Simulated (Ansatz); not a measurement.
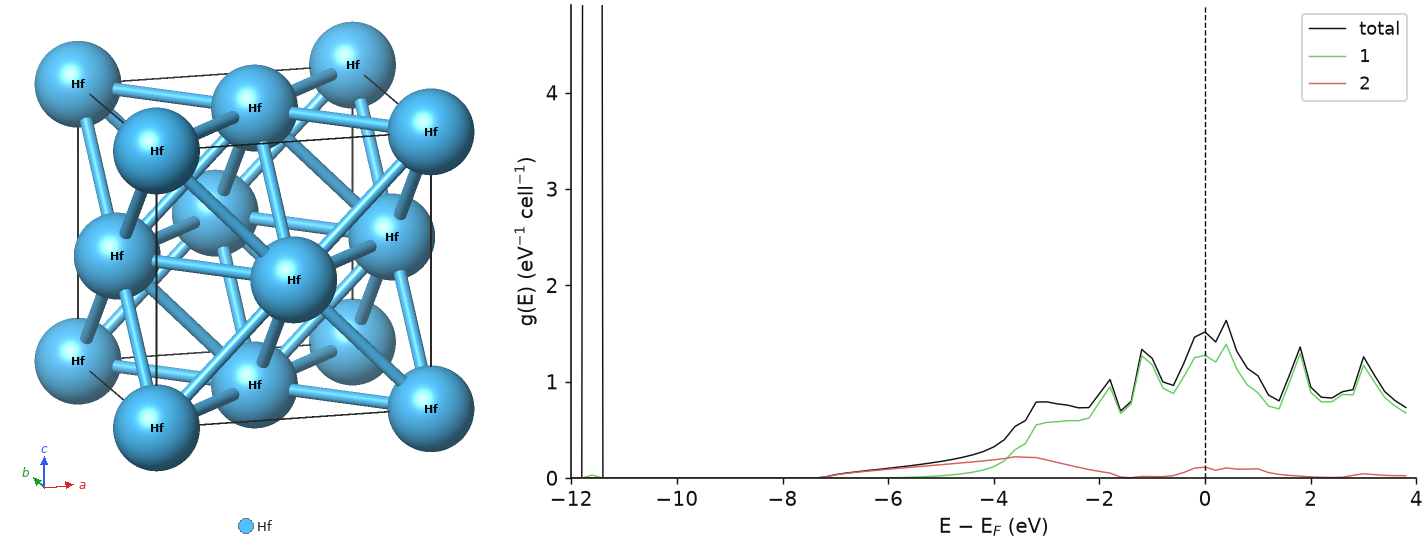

Density of states, beside the structure. Energies are counted from the Fermi level. The partial curves are projected on Löwdin-orthogonalised atomic shells.

Calculation on Hf, space group Fm-3m, 1 atom in the cell; a = 3.14 Å, b = 3.14 Å, c = 3.14 Å, α = 60.00°, β = 60.00°, γ = 60.00°.

Method: DFT, PBE, PAW with Ansatz's default frozen-core files, scalar-relativistic, no spin polarisation, 16×16×16 k mesh, Fermi-Dirac smearing of 0.03 eV (Ansatz 0.2.0).

Question: Assign each number in the legend. The candidates: Hf 5d, Hf 6s.

Answer: 1 is Hf 5d; 2 is Hf 6s.

Question: What is the density of states at the Fermi level?

Answer: It is a metal. The density of states at the Fermi level is about 1.5 per eV and cell (mean within 0.25 eV).

Spin-orbit coupling is left out, which matters for Hf. The run has no spin polarisation, and a density of states this high at the Fermi level may favour a magnetic state.
